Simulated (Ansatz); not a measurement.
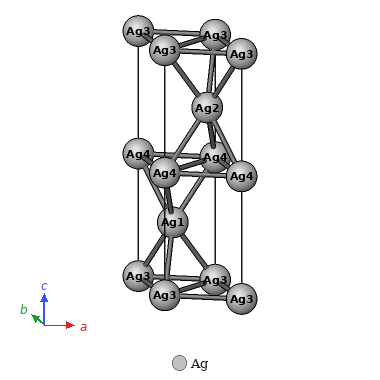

The system is Ag (P6_3/mmc, No. 194; 4 atoms in the cell); the picture shows the reference structure. The cell is strained homogeneously, by one strain along x and y and another along z, with fractional coordinates fixed (x along [1 0 0], z along [0 0 1] of the conventional cell). Coordinates scanned: (1) strain along x and y; (2) strain along z. Grid: 5 × 5 points. All energies are given in meV/atom relative to the lowest grid point. Theory: Ansatz 0.2.0, DFT PBE, scalar-relativistic, plane waves, PAW. Settings: cutoff 420 eV, k-mesh 18×18×6 in the order of the run's cell vectors, gaussian smearing 0.15 eV, no spin polarisation.

Its coordinates:

```yaml
crystal:
  lattice:
    - [2.93682, 0.00000, 0.00000]
    - [-1.46841, 2.54336, 0.00000]
    - [0.00000, 0.00000, 9.56351]
  atoms:
    - { symbol: Ag, position: [0.33333, 0.66667, 0.25000] }
    - { symbol: Ag, position: [0.66667, 0.33333, 0.75000] }
    - { symbol: Ag, position: [0.00000, 0.00000, 0.00000] }
    - { symbol: Ag, position: [0.00000, 0.00000, 0.50000] }
```

Range: strain along x and y from −3.0 to 3.0 %; strain along z from −3.0 to 3.0 %.

> Predict the map.

The lowest grid point is at strain along x and y = 0.0 %, strain along z = 0.0 %. No other kind of well shows on this grid. The highest grid point, strain along x and y = −3.0 %, strain along z = −3.0 %, lies 47.7 meV/atom above the lowest. Round the minimum the valley is somewhat tilted: raising strain along x and y shifts the best value of strain along z downwards (coupling k₁₂/√(k₁₁k₂₂) about 0.5).

```tsv
strain along z ↓, strain along x and y →	−3.0	−1.5	0.0	1.5	3.0
3.0	17.5	5.6	6.0	16.6	35.2
1.5	18.5	3.7	1.4	9.4	25.8
0.0	23.5	5.4	0.0	5.1	19.0
−1.5	33.0	11.2	2.3	4.3	15.3
−3.0	47.7	21.7	9.0	7.5	15.3
```

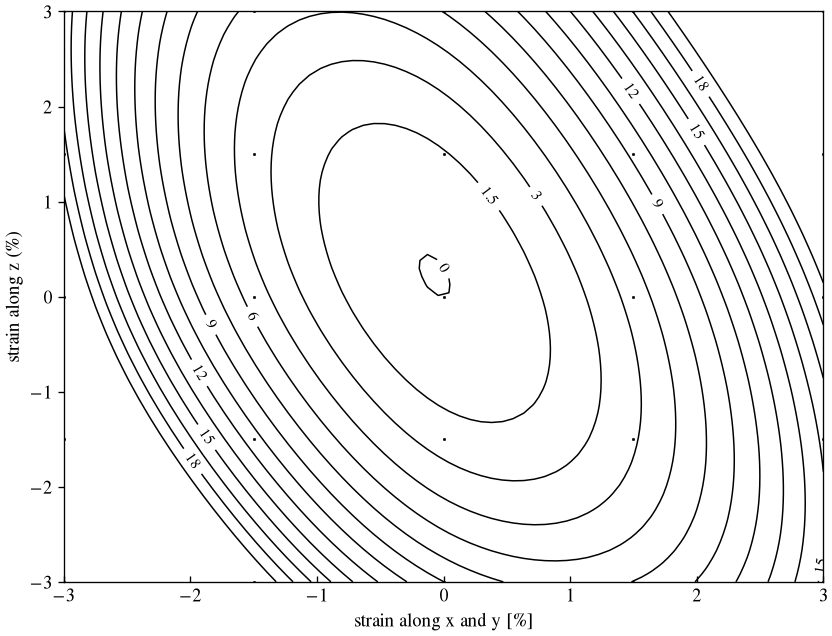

In the figure: contour lines labelled in meV/atom (none above 19.5), dots at the grid points. Between grid points the surface is interpolated.
